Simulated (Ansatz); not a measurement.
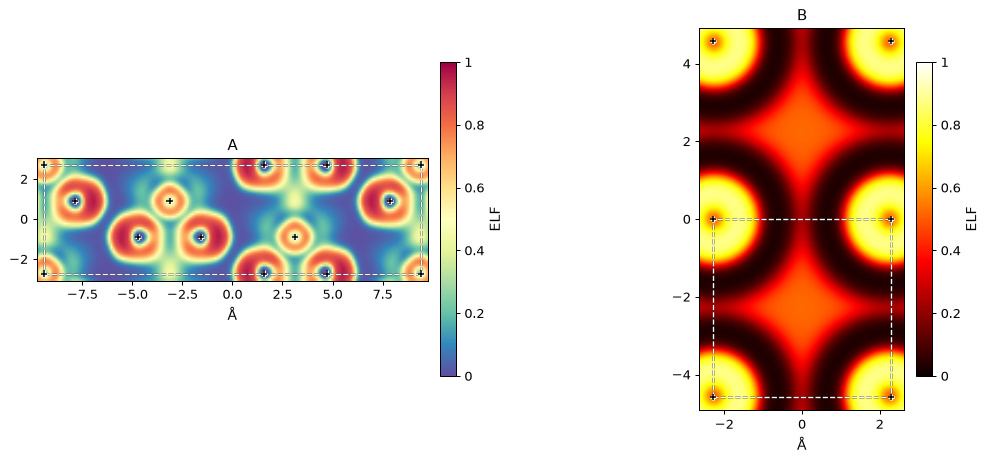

The electron localisation function of 2 systems, each on a plane through atoms (crosses mark nuclei in the plane).

Method: DFT PBEsol, scalar-relativistic, plane waves, PAW (Ansatz).

System 1: K, the (001) plane of the conventional cell. Space group I4/mmm; computed without spin polarisation.

```
K
1.0
     4.57407    0.00000    0.00000
     0.00000    4.57407    0.00000
     0.00000    0.00000    6.86110
K
2
Cartesian
  0.0000 0.0000 0.0000
  2.2870 2.2870 3.4306
```

System 2: MoS2, the (110) plane of the conventional cell. Space group R3m; computed without spin polarisation.

```
Mo S
1.0
     3.14312    0.00000    0.00000
    -1.57156    2.72202    0.00000
     0.00000    0.00000   18.84987
Mo S
3 6
Cartesian
  1.5716 0.9073 0.0006
  0.0000 1.8147 6.2838
  0.0000 0.0000 12.5672
  0.0000 0.0000 4.7255
  1.5716 0.9073 11.0087
  0.0000 1.8147 17.2921
  0.0000 1.8147 1.5585
  0.0000 0.0000 7.8417
  1.5716 0.9073 14.1252
```

Which map belongs to which system?

Answer. Panel A is system 2, MoS2: the plane holds Mo and S. Mo–S (2.39 Å): the ELF peaks at about 0.85 in the valence shell of S, 0.8 Å from its nucleus, and is about 0.45 at the midpoint. Panel B is system 1, K: the plane holds K. K–K (4.57 Å): the ELF is about 0.25 at the midpoint; no shared electron pair shows on this line.
